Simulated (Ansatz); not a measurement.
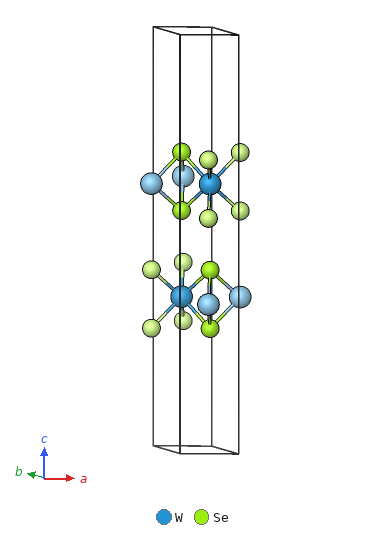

The crystal in a ball-and-stick representation, seen from the side at a slight tilt. The simulation cell is outlined; an atom on or near a face, edge or corner is repeated at each equivalent position. The bonded neighbours beyond the faces are included, in fainter colours.

WSe₂, a = 3.32 Å, b = 3.28 Å, c = 23.98 Å, α = 90.00°, β = 90.00°, γ = 120.37°.

Electronic-structure method: Ansatz 0.2.0, DFT PBEsol, scalar-relativistic, plane waves, PAW. Parameters: plane waves up to 420 eV, the zone sampled with 12×12×2 points, Gaussian smearing of 0.05 eV, no spin polarisation.

Predict the gap.

Answer. A semiconductor at this level, with a gap of 1.40 eV on the k-mesh (the true edges may lie between mesh points, so the gap can be somewhat smaller).

The structure comes from a structure listed in the Materials Project. The cell was then strained or its atoms displaced on purpose. Ansatz was used for an electronic-structure calculation on it.
